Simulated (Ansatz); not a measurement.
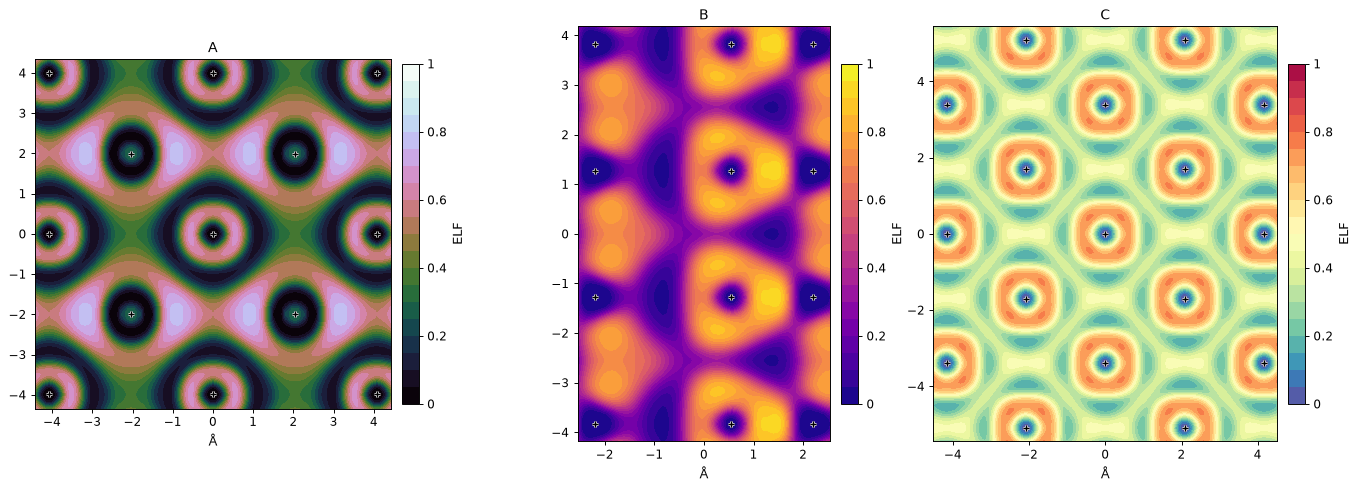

The electron localisation function of 3 systems, each on a plane through atoms (crosses mark nuclei in the plane).

The calculation used Ansatz, DFT PBE, scalar-relativistic, plane waves, PAW.

System 1: Ta, the (011̄) plane of the conventional cell. Space group R-3m; computed pressure about 13 GPa in this cell; computed without spin polarisation.

```xyz
3
Lattice="2.9452 0.0000 -2.9452 -2.9452 2.9452 0.0000 2.0763 2.0763 2.0763" Properties=species:S:1:pos:R:3 pbc="T T T"
Ta    0.0000    0.0000    0.0000
Ta    1.6739    1.6738   -1.2714
Ta    0.4025    3.3477    0.4025
```

System 2: TiAl, the (11̄0) plane of the conventional cell. Space group P4/mmm; computed without spin polarisation.

```xyz
2
Lattice="2.8221 0.0000 0.0000 0.0000 2.8221 0.0000 0.0000 0.0000 4.0768" Properties=species:S:1:pos:R:3 pbc="T T T"
Ti    0.0000    0.0000    0.0000
Al    1.4110    1.4110    2.0384
```

System 3: BN, the (11̄0) plane of the conventional cell. Space group P6₃mc; a structure from a database of computed crystals, not necessarily the ambient phase; changed on purpose from its base cell (strain +0.000 along x and y, +0.040 along z, atoms carried along); computed pressure about −13 GPa in this cell.

```cif
data_structure
_symmetry_space_group_name_H-M 'P 1'
_symmetry_Int_Tables_number 1
_cell_length_a 2.5539
_cell_length_b 2.5539
_cell_length_c 4.3959
_cell_angle_alpha 90.000
_cell_angle_beta 90.000
_cell_angle_gamma 120.000
_cell_volume 24.83
loop_
_atom_site_label
_atom_site_type_symbol
_atom_site_fract_x
_atom_site_fract_y
_atom_site_fract_z
_atom_site_occupancy
B1 B 0.66667 0.33333 0.99972 1
B2 B 0.33333 0.66667 0.49972 1
N1 N 0.66667 0.33333 0.62528 1
N2 N 0.33333 0.66667 0.12528 1
```

Match each panel to its system.

Answer. Panel A is system 2, TiAl: the plane holds Ti and Al. Ti–Al (2.85 Å): the ELF is about 0.35 at the midpoint. Panel B is system 3, BN: the plane holds B and N. B–N (1.65 Å): the ELF peaks at about 0.95 between the atoms: a polar covalent bond. Panel C is system 1, Ta: the plane holds Ta. Ta–Ta (2.69 Å): the ELF is about 0.35 at the midpoint.
